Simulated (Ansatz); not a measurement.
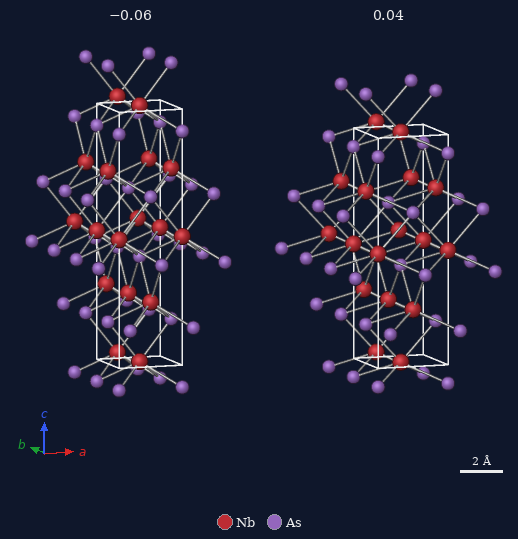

Solid NbAs (set up in I4_1md), under biaxial strain in the a–b plane (c and atoms relaxed), with energies (extrapolated to zero smearing) counted from the relaxed crystal, which is the row at zero. The picture shows the first and the last member. Style: ball-and-stick. Shown: the cell of the calculation, repeated 1 × 2 × 1 with one cell outlined, slightly off an axis.

Computed with Ansatz 0.2.0: DFT PBE, scalar-relativistic, plane waves, PAW. (plane-wave cutoff 420 eV; k-point mesh 10 × 10 × 4; occupations gaussian; smearing width 0.1 eV; no spin polarisation; force threshold 0.008 eV/Å)

| strain | energy (meV/atom) | a (Å) | c (Å) |
| --- | --- | --- | --- |
| −0.06 | 123.81 | 3.265 | 12.615 |
| −0.04 | 54.05 | 3.335 | 12.294 |
| −0.02 | ? | ? | ? |
| 0.0 | 0.00 | 3.473 | 11.749 |
| 0.02 | 12.63 | 3.543 | 11.530 |
| 0.04 | 49.62 | 3.612 | 11.343 |

**One row is withheld. What does the calculation give there?**

A parabola through three neighbouring rows (−0.06, −0.04, 0.0) gives, with Lagrange weights, (−0.3333)(123.81) + (1.0000)(54.05) + (0.3333)(0.00) = 12.78 meV/atom. The calculation gives 12.88 meV/atom (a = 3.404 Å, c = 12.004 Å). The estimate is 0.10 meV/atom too low. From the first member to the last: Nb–Nb 3.265 → 3.612 Å, As–As 3.265 → 3.612 Å, As–Nb 2.568 → 2.705 Å.

The whole series:

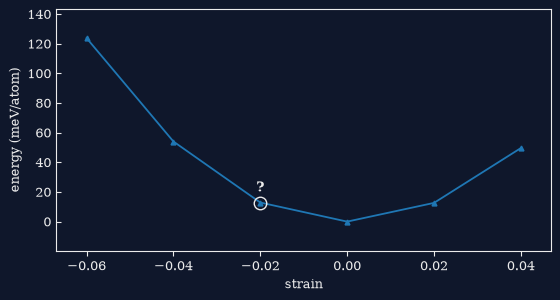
